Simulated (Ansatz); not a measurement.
Ti9O16 (cell charge +4, with a compensating background) (cell with a defect)

Input file:

```
crystal:
  lattice:
    - [-4.6432750096, 4.6432750096, 0.0]
    - [4.6432750096, 4.6432750096, 0.0]
    - [0.0, -4.6432750096, -5.9277640514]
  atoms:
    - { symbol: Ti, position: [0.75, 0.75, 0.5] }
    - { symbol: Ti, position: [0.5, 0.5, 0.0] }
    - { symbol: Ti, position: [0.25, 0.25, 0.5] }
    - { symbol: Ti, position: [0.0, 0.0, 0.0] }
    - { symbol: Ti, position: [0.125, 0.625, 0.25] }
    - { symbol: Ti, position: [0.875, 0.375, 0.75] }
    - { symbol: Ti, position: [0.625, 0.125, 0.25] }
    - { symbol: Ti, position: [0.375, 0.875, 0.75] }
    - { symbol: O, position: [0.25, 0.5551282514, 0.5] }
    - { symbol: O, position: [0.0, 0.3051282514, 0.0] }
    - { symbol: O, position: [0.75, 0.0551282514, 0.5] }
    - { symbol: O, position: [0.5, 0.8051282514, 0.0] }
    - { symbol: O, position: [0.4301282514, 0.625, 0.25] }
    - { symbol: O, position: [0.1801282514, 0.375, 0.75] }
    - { symbol: O, position: [0.9301282514, 0.125, 0.25] }
    - { symbol: O, position: [0.6801282514, 0.875, 0.75] }
    - { symbol: O, position: [0.25, 0.9448717486, 0.5] }
    - { symbol: O, position: [0.0, 0.6948717486, 0.0] }
    - { symbol: O, position: [0.75, 0.4448717486, 0.5] }
    - { symbol: O, position: [0.5, 0.1948717486, 0.0] }
    - { symbol: O, position: [0.8198717486, 0.625, 0.25] }
    - { symbol: O, position: [0.5698717486, 0.375, 0.75] }
    - { symbol: O, position: [0.3198717486, 0.125, 0.25] }
    - { symbol: O, position: [0.0698717486, 0.875, 0.75] }
    - { symbol: Ti, position: [0.1701957902, 0.1843251761, 0.8774365843] }
total_charge: 4
basis:
  ecutwfc: 420
  xc_grid: 2
kpoints:
  mp_grid: { grid: [3, 3, 3], shift: [0.0, 0.0, 0.0] }
hamiltonian:
  xc: pbe
scf:
  occupations: { method: gaussian, width: 0.02 }
output:
  forces: true
  stress: false
  eigenvalues: true
  write_density: true
  write_potential: true
  elf: true
  volumetric_format: npy
relax:
  adjacent_minimum: "off"
  f_tol: 0.02
  max_steps: 60
```

Launched as:

```sh
ansatz run input.yaml --threads 4 --pin off --max-ram 10240MiB --backend cpu --events-out ev --progress --plain --runs-dir out
```

The fields are those of the relaxed geometry.

Computed without spin polarisation.

Level of theory: DFT PBE, scalar-relativistic, plane waves, PAW (Ansatz 0.2.0).

The density is the valence pseudo-density of a PAW calculation; it isn't the true density close to the nuclei.

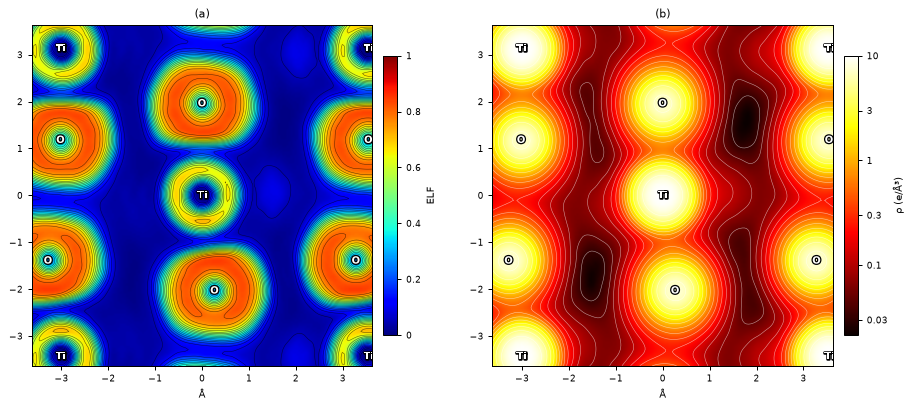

Figure 1. (a) ELF; (b) valence charge density (pseudo) on the (001) plane of the calculation cell.

Q: What do the fields say about this system?

A: The plane passes through Ti and O nuclei. Ti–O (1.96 Å): the density is about 0.69 e/Å³ at the midpoint; the ELF peaks at about 0.85 in the valence shell of O, 0.6 Å from its nucleus, and is about 0.20 at the midpoint (no localised pair shows between them). Ti–O (2.06 Å): ρ at the midpoint is about 0.52 e/Å³; the ELF peaks at about 0.85 in the valence shell of O, 0.6 Å from its nucleus, and is about 0.15 at the midpoint (no localised pair shows between them). Between the atoms the lowest density in this plane is 0.02 e/Å³. The features right at Ti lie inside the PAW spheres, where the map follows smoothed inner orbitals and isn't to be read closely.

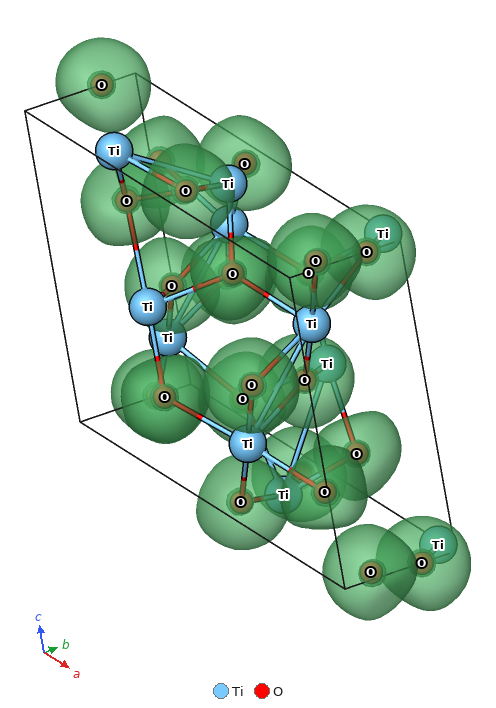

Figure 2. Isosurface of the electron localisation function at 0.6 (green), seen slightly off an axis. Core shells and regions of very low density are left out. Sticks mark near contacts.

Q: Identify the bonds, lone pairs and shells in this picture.

A: At this value the surface marks out 16 regions wrapped around O (the valence shell of each), counted in one cell of 25 atoms. Regions shared between cells count once. Along the contacts the grid gives the following. Ti–O (1.82 Å): the ELF peaks at about 0.80 in the valence shell of O, 0.6 Å from its nucleus, and is about 0.25 at the midpoint; no shared electron pair shows on this line. Ti–Ti (2.69 Å): the ELF is about 0.10 at the midpoint: no shared electron pair shows on this line.

Q: Does the calculation make it a metal, or give it a gap?

A: It is gapped, with a Kohn–Sham gap of 2.4 eV on the k-point mesh, an upper bound to the gap of this method.
